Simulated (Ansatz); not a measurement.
## Single-point calculation of C

- system: C (slab, 2 atoms in the cell)
- method: DFT, PBE, dispersion d3bj, plane waves, PAW, PAW set soft_1, no spin polarisation (Ansatz 0.2.0)

The structure derives from an entry of the Crystallography Open Database. Figures and captions count atoms from 1; the log counts them from 0 in places.

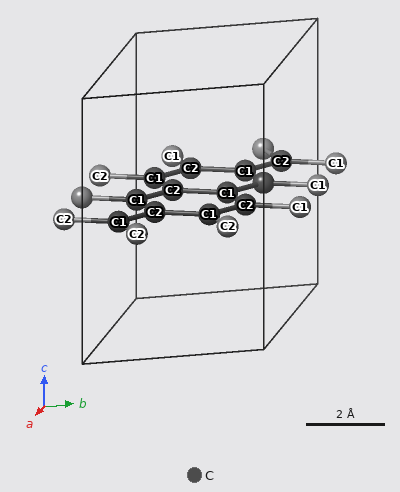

*The structure (ball-and-stick view of the 3 × 2 repeat of the cell, with the vacuum cut short, seen slightly off an axis; neighbours outside the cell are drawn fainter; atoms are numbered from 1 in the order of the input). An atom can appear more than once, as a periodic image.*

## Key numbers

| quantity | value |
| --- | --- |
| outcome | converged |
| electrons treated | 8 |
| free energy | −502.0601 eV |
| Fermi energy | −2.081 eV |
| gap on the k-point mesh | none (metallic) |
| largest force (length of the vector) | under 0.001 eV/Å |
| hardware | 1 thread of Intel Xeon (Sapphire Rapids), 32 GiB of memory available, shared host |
| wall time | 1.6 s |
| peak memory | 0.35 GiB |

## Notes

Settings chosen away from the usual ones: accuracy set to low. These settings are looser than, or depart from, a standard set-up, so the numbers are not reference values for this system. Warnings of the run: the structure was made exactly symmetric. The input asks for low accuracy.

## Input
```yaml
crystal:
  lattice:
    - [2.4656524413, 0.0, 0.0]
    - [-1.2328262206, 2.1353176511, 0.0]
    - [0.0, 0.0, 17.5000663888]
  atoms:
    - { symbol: C, position: [0.6666666667, 0.3333333333, 0.2571437785] }
    - { symbol: C, position: [0.3333333333, 0.6666666667, 0.2571418816] }
basis:
  ecutwfc: 420
kpoints:
  mp_grid: { grid: [15, 15, 1] }
hamiltonian:
  xc: pbe
  pseudopotentials: { kind: paw, azcp: { folder: soft_1 } }
  dispersion: d3bj
scf:
  occupations: { method: gaussian, width: 0.1 }
output:
  forces: true
  eigenvalues: true
efield:
  axis: 3
  dipole_correction: true
  ramp_width: 0.04
accuracy: low
```

Launch command:
```bash
ansatz run input.yaml --threads 1 --pin off --max-ram 3072MiB --backend cpu --events-out ev --progress --plain --runs-dir out
```

## Log
```
Warning: the atoms were moved onto the symmetric positions of the space group found under crystal.symmetry.tolerance 1.0e-5 (fractional; no operation is sought that the atoms, as they stand in a round, miss by more than twice it, and no atom is moved by as much as it), and the run uses the moved positions. Before a round's move an operation carried an atom to 3.32e-5 Å from where it should land, the largest such distance. Atom 0 (counting from 0) moved farthest, by 1.66e-5 Å; the longest move in fractions of the cell, of whichever atom, is 0.09 of the tolerance, in 1 round. To run the atoms as typed, lower crystal.symmetry.tolerance until the operations that they miss are no longer found, or set crystal.symmetry.detect: false (a key that needs symmetry detection or time reversal refuses this as the deck is read). The positions used, in the order of the run's atom list: position: [0.6666666666666666, 0.3333333333333333, 0.25714283005]; position: [0.3333333333333333, 0.6666666666666666, 0.25714283005]; The lattice was moved too: crystal.lattice keeps the space group found at crystal.symmetry.tolerance 1.0e-5 only nearly: the operation that it misses by the most changes a squared length by the fraction 4.86e-11. The run uses the lattice that is a stretch of the typed one, with no rotation, onto the one that keeps every operation to a double's rounding (on a very oblique basis the stretch itself rounds by more); the deck's lattice vector that moved farthest moved by 3.40e-11 Å. To run the lattice as typed, set crystal.symmetry.detect: false, as for the atoms. crystal.lattice made exact, in Å and degrees: [[2.4656524413179444, -2.8867535775377963e-11, 0.0], [-1.2328262206339722, 2.1353176510988936, 0.0], [0.0, 0.0, 17.5000663888]]. Pasted over the deck's crystal.lattice, beside positions in fractional coordinates, it runs the same cell (given as lengths and angles, that cell in the form's own orientation, a rigid turn of the misfit's size from the one run here, for which a checkpoint.post_process_only pass over this run's state can be refused: where this run relaxes nothing, give such a pass this deck's own crystal.lattice, as typed; behind a relaxation, as crystal.lattice, the state's own cell, identity.cell in its checkpoint.json), and a matrix so pasted ends this notice, except on a very skew basis of the lattice, where the rounding of the pasted numbers themselves can read as a misfit: the cell is then moved again, and that move is told again. The lattice as run is in this notice's lattice.as_run_ang field (Run.prep()["deck_notices"] in Python, the deck_notice line of an events file, deck_notices of ansatz run --dry-run=json, or deck_notices in record.json in the deck's checkpoint.write directory).
Engine: ansatz 0.2.0, x86_64-unknown-linux-gnu
Pseudopotentials: kind: paw
Pseudopotential: C, paw, valence charge 4, recommended cutoff 420 eV (normal), [file]
Functional definition: PBE
  parameter kappa = 0.804
  parameter beta = 0.06672455060314922
  exchange = pbe_x(kappa = kappa, mu = beta*pi^2/3)
  correlation = pbe_c(beta = beta)
Crystal: 2 atoms, lattice volume = 92.137 Å³
Basis set: ecut = 420 eV, 1745 PW (Γ), exchange–correlation on 36×36×240 points (8 copies of the dense FFT grid, shifted against one another)
Bands: 8, of which v1, the nominal top of the filled ones, is band 4 counted from 1 (3 counted from 0)
Symmetry: 12 space group operations
k-points: 27 of 225
Non-local potential: C, projectors of the file, l = 0: 2, l = 1: 2, l = 2: 1
PAW form: soft (Blöchl's): semilocal exchange-correlation on the pseudo side does not see the compensation charge
PAW one-centre angular grid: C, 110 points (default); XC on 64 Gauss nodes
Initial density: superposition of atomic densities (neutral atoms: chi_scale 0, normalization atom)
Initial wavefunctions: pseudopotential atomic-orbital guess
Functional: x = pbe(κ = 0.804, μ = 0.2195149727645171), c = pbe(β = 0.06672455060314922)
SCF iter   1: F=—  HF=-503.221524 eV  |F-HF|=—  |Δ(HF+E_count)|=         —  Δρ=5.59e-2  dr2=2.64e0  ethr=3.10e-3  p=-0.000 e·Å  D=-3.74e-7 V/Å  ΔV_dip=0.00 eV  dr2_dipole=3.79e-10  V_vac-E_F(+/−)=8.24/8.24 eV  ⟨swp⟩=6.0  Hψ=1783  notcnv=0
efield: sawtooth ramp at fractional position 0.7371 (placed from the atoms, in the widest stretch of the axis that holds none; the zero of the levels goes with the place), width 0.0400; the density the first Hamiltonian is built on has a dipole p = -0.000 e·Å; the dipole correction subtracts the counter field D = -3.74e-7 V/Å, which shifts the + side's vacuum level by +0.00 eV against the − side's; the planar-averaged density in the ramp window peaks in size at 5.4e-7 e/Å³
preconditioner: auto → LDOS  [metal: Δε(μ)=0.000 eV  Ē_g=18.592 eV  σ=0.100 eV  W_gap=0.00  n_scr=10 (ndim 8)  ℏωp=10.9 eV  f_vac=0.742  D(μ)=0.20/eV (n_scr^D=2)  β→1.0]
SCF iter   2: F=—  HF=-502.151240 eV  |F-HF|=—  |Δ(HF+E_count)|=    1.07e0  Δρ=1.67e-2  dr2=2.33e-1  ethr=3.10e-3  p=-0.004 e·Å  D=-6.95e-3 V/Å  ΔV_dip=0.12 eV  dr2_dipole=1.33e-4  V_vac-E_F(+/−)=3.31/3.19 eV  ⟨swp⟩=3.7  Hψ=801  notcnv=0
SCF iter   3: F=—  HF=-502.060349 eV  |F-HF|=—  |Δ(HF+E_count)|=   9.09e-2  Δρ=1.07e-3  dr2=1.27e-3  ethr=2.91e-3  p=0.002 e·Å  D=3.12e-3 V/Å  ΔV_dip=-0.05 eV  dr2_dipole=3.14e-5  V_vac-E_F(+/−)=4.33/4.38 eV  ⟨swp⟩=3.2  Hψ=646  notcnv=0
SCF iter   4: F=—  HF=-502.060147 eV  |F-HF|=—  |Δ(HF+E_count)|=   2.02e-4  Δρ=2.78e-4  dr2=2.19e-4  ethr=1.59e-5  p=-0.001 e·Å  D=-2.83e-3 V/Å  ΔV_dip=0.05 eV  dr2_dipole=2.71e-5  V_vac-E_F(+/−)=4.27/4.22 eV  ⟨swp⟩=2.3  Hψ=461  notcnv=0
SCF iter   5: F=—  HF=-502.060095 eV  |F-HF|=—  |Δ(HF+E_count)|=   5.24e-5  Δρ=5.97e-5  dr2=3.37e-6  ethr=2.74e-6  p=0.000 e·Å  D=3.23e-4 V/Å  ΔV_dip=-0.01 eV  dr2_dipole=3.14e-7  V_vac-E_F(+/−)=4.24/4.25 eV  ⟨swp⟩=2.1  Hψ=365  notcnv=0
SCF iter   6: F=—  HF=-502.060115 eV  |F-HF|=—  |Δ(HF+E_count)|=   1.96e-5  Δρ=1.04e-5  dr2=6.13e-8  ethr=1.25e-9  p=0.000 e·Å  D=2.18e-5 V/Å  ΔV_dip=-0.00 eV  dr2_dipole=3.11e-9  V_vac-E_F(+/−)=4.24/4.24 eV  ⟨swp⟩=8.5  Hψ=1953  notcnv=0
SCF iter   7: F=-502.060115 eV  HF=-502.060115 eV  |F-HF|=1.01e-8  |Δ(HF+E_count)|=   3.09e-7  Δρ=8.54e-7  dr2=8.52e-10  ethr=7.66e-10  p=-0.000 e·Å  D=-3.90e-6 V/Å  ΔV_dip=0.00 eV  dr2_dipole=5.00e-11  V_vac-E_F(+/−)=4.24/4.24 eV  ⟨swp⟩=5.2  Hψ=1271  notcnv=0
SCF 1 converged in 7 iterations: F = -502.060115 eV  dr2 = 8.52e-10
  greatest PAW one-centre occupation: 0.673 electrons in one spin orbital (limit 2), on the C atom at site 1 (counted from 0), in its partial waves of l = 0
SCF converged after 7 iterations
Free energy (F): -502.060115 eV
Harris-Foulkes:  -502.060115 eV  (|F-HF|=1.01e-8)
Internal energy: -502.059112 eV  (E = F + TS)
E sigma→0 (E₀):  -502.059613 eV
Entropy (-TS):   -0.001003 eV (-0.502 meV/atom)
Fermi energy:    -2.081343 eV
Dipole field:    D = 0.000010 V/Å  (p = 0.000005 e·Å, saw-weighted, corrected)
Work function:   Φ+ = 4.2429 eV   Φ− = 4.2431 eV
Levels:          The Fermi level and band energies are counted from a zero that moves with the ramp; work functions are not
--- Per-component energies (eV) ---
  E_band       = -89.867384
  E_kinetic    = 176.913623
  E_local      = -2812.973732  (includes V_loc(G=0)·N_el)
  E_nonlocal   = 46.863917
  E_hartree    = 1315.284672
  E_xc         = -93.855398
  E_vxc        = -115.561836  (∫ρ·V_xc dr)
  E_paw        = -200.193206  (= ΣΔE_a)
  E_vpaw       = -15.678074  (= ΣTr[D̂ρ^β])
  E_aug_tail   = 0.000033  (compensation charges beyond the density's cutoff)
  E_efield     = 0.000000  (sawtooth field / dipole correction)
  E_vefield    = 0.000000  (∫n·V_field dr)
  E_ewald      = 1066.078293
  E_disp       = -0.177314  (pairwise vdW)
  E_smearing   = -0.001003  (= −TS)
  E_closure    = -0.000000  (closes the sum)
  Σ components = -502.060115   (vs F -502.060115, Δ=0.00e0)
--- Forces (eV/Å), atoms counted from 1 ---
  atom   1  C      0.00000000    -0.00000000    -0.00002551
  atom   2  C     -0.00000000     0.00000000    -0.00002551
  max |Σ_I F_I| component: 5.10e-5 eV/Å
--- Band table (eV; the first three rows and the last of 27) ---
  k-point 0: bands = ["-21.6114", "-9.7072", "-5.1257", "-5.1257", "1.1745", "1.9999", "2.4315", "3.7034"]
  k-point 1: bands = ["-21.5065", "-9.5815", "-5.5507", "-5.3482", "1.3170", "2.1441", "2.5774", "3.8475"]
  k-point 2: bands = ["-21.1925", "-9.2065", "-6.6793", "-5.9124", "1.7448", "2.5763", "3.0149", "4.2794"]
  k-point 26: bands = ["-14.6905", "-14.6905", "-12.6548", "-2.0813", "-2.0813", "8.5359", "10.7888", "10.7888"]
```
